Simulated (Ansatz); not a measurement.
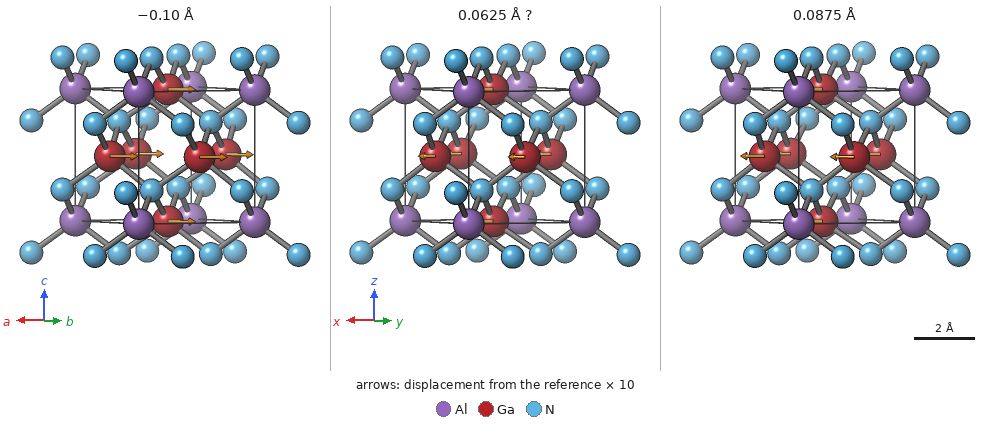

A crystal of AlGa₃N₄ (P-43m): the whole Ga sublattice is shifted rigidly, along Cartesian [1 -1 0], all else fixed. A ball-and-stick model of the cell of the calculation, seen from a free direction. Orange arrows: displacements from the reference.

Computed with DFT r2SCAN, scalar-relativistic, plane waves, PAW in Ansatz 0.2.0. Set-up: plane-wave cutoff 500 eV; k-point mesh 6 × 6 × 6; occupations gaussian; smearing width 0.05 eV; no spin polarisation. Energies (free energies at the smearing named) are counted from the relaxed crystal.

```
displacement (Å)  energy change (meV/cell)
         −0.1000                     220.9
         −0.0500                      54.9
          0.0000                       0.0
          0.0125                       3.4
          0.0250                      13.7
          0.0375                      30.9
          0.0625                         ?
          0.0750                     123.8
          0.0875                     168.8
```

One row is withheld. What is its energy?

Answer. A straight line between the two neighbours gives 92.8 meV/cell. A cubic through the four nearest rows (0.0250, 0.0375, 0.0750, 0.0875) gives, with Lagrange weights, (−0.2000)(13.7) + (0.5000)(30.9) + (1.0000)(123.8) + (−0.3000)(168.8) = 85.9 meV/cell. The calculation gives 85.9 meV/cell, so the cubic is right to the digits shown and the straight line 6.9 meV/cell too high, as the curve bends upwards here.

The whole profile:

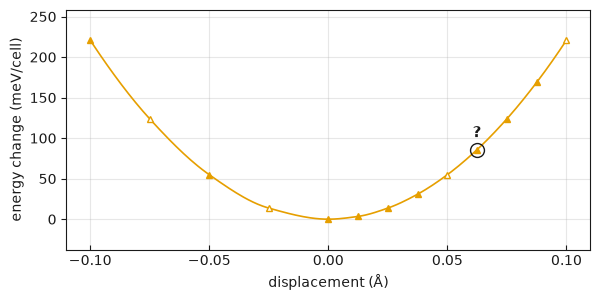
